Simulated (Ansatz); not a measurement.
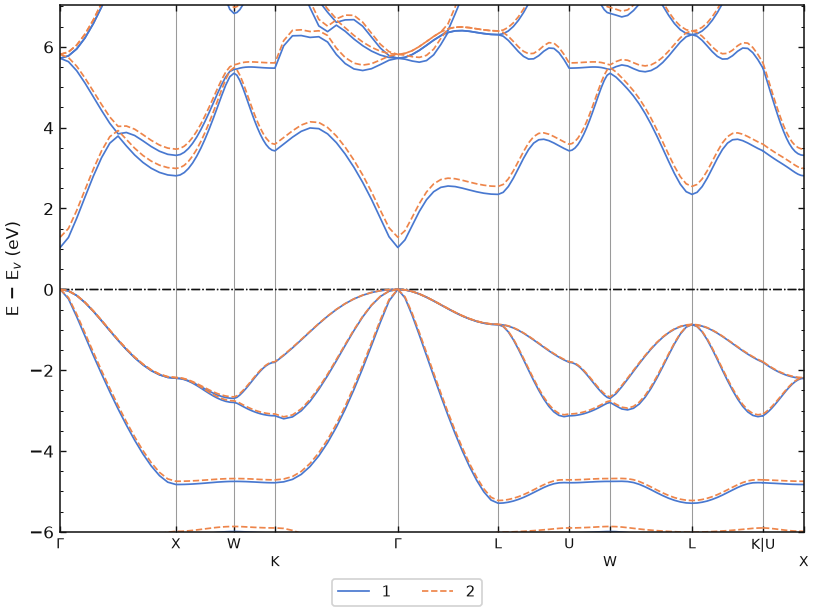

Band structures of zincblende ZnSe, space group F-43m (No. 216), 2 atoms in the primitive cell (cubic a = 5.668 Å), by two methods on the same cell. Each is counted from its own valence-band top.

**Which curve is which? The methods: LDA, PBE.**

1 is LDA; 2 is PBE. LDA gives a gap of 1.03 eV along the path and PBE gives a gap of 1.29 eV along the path.

Settings. LDA: JTH PAW LDA, no spin polarisation, no spin-orbit coupling, 8×8×8 k mesh, 960 eV cutoff, Fermi-Dirac smearing of 0.05 eV (Ansatz 0.2.0). PBE: Ansatz PAW, no spin polarisation, no spin-orbit coupling, 8×8×8 k mesh, 420 eV cutoff, Fermi-Dirac smearing of 0.05 eV (Ansatz).

Spin-orbit coupling is left out, which matters for Se. LDA, GGA and most meta-GGA functionals understate gaps.
